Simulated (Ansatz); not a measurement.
## Electronic structure of ScAlN₂ in real space

```
CELL_PARAMETERS angstrom
3.05533 0.00000 0.00000
-1.52767 2.64599 0.00000
0.00000 0.00000 14.80826
ATOMIC_POSITIONS crystal
Sc 0.00000 0.00000 0.00000
Sc 0.66667 0.33333 0.33333
Sc 0.33333 0.66667 0.66667
Al 0.33333 0.66667 0.16667
Al 0.00000 0.00000 0.50000
Al 0.66667 0.33333 0.83333
N 0.00000 0.00000 0.24356
N 0.66667 0.33333 0.57689
N 0.33333 0.66667 0.91022
N 0.66667 0.33333 0.08978
N 0.33333 0.66667 0.42311
N 0.00000 0.00000 0.75644
```

Space group R-3m; a generated structure, not necessarily the stable one.

Level of theory: Ansatz 0.2.0, DFT PBE, scalar-relativistic, plane waves, PAW.

In a PAW calculation such maps are meaningful between the atoms, not at the nuclei.

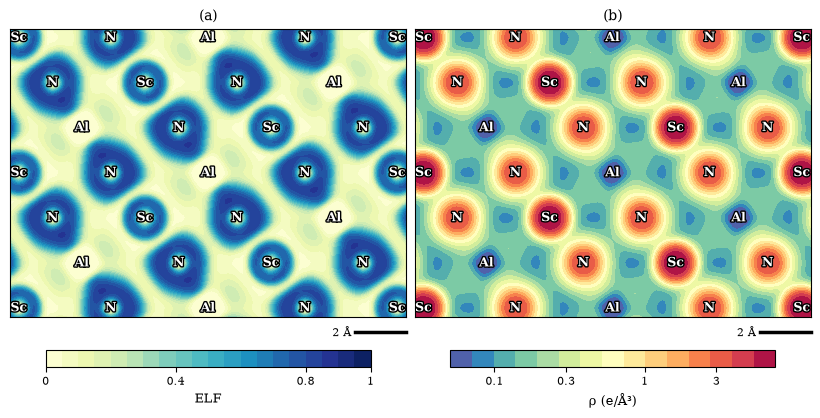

Figure 1. (a) ELF; (b) valence charge density (pseudo) on the (110) plane of the conventional cell.

Question: What does the map show?

Answer: The plane passes through Sc, Al and N nuclei.
Al–N (2.10 Å): ρ at the midpoint is about 0.46 e/Å³; the ELF peaks at about 0.85 in the valence shell of N, 0.8 Å from its nucleus, and is about 0.80 at the midpoint.
Sc–N (2.21 Å): ρ is about 0.44 e/Å³ halfway; the ELF peaks at about 0.80 in the valence shell of N, 0.7 Å from its nucleus, and is about 0.20 at the midpoint (no shared electron pair shows on this line).
Between the atoms the lowest density in this plane is 0.09 e/Å³.
The features right at Sc lie inside the PAW spheres, where the map follows smoothed inner orbitals and isn't to be read closely.

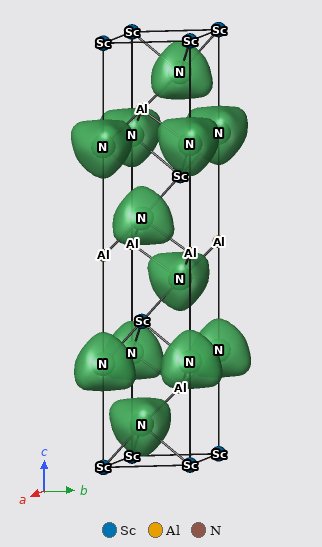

Figure 2. Isosurface of the ELF at 0.65 (green), seen slightly off an axis. Only the valence region is drawn (cores and ρ < 0.01 e/Å³ removed). Sticks mark near contacts.

Question: Where are the electrons localised?

Answer: At this value the surface marks out six regions on N in which the atom's valence shell and bonds are merged, counted in one cell of 12 atoms. Any copies at cell faces, edges or corners count once.

Question: Which way does charge flow, and how much by Bader's partition?

Answer: Electrons move from Sc and Al towards N. Bader charges: Sc +1.82, Al +2.45 and N −2.13 e.

Question: Does the calculation make it a metal, or give it a gap?

Answer: It is gapped, with a Kohn–Sham gap of 0.80 eV on the k-point mesh (the band edges may lie off the mesh, which would make the gap smaller).
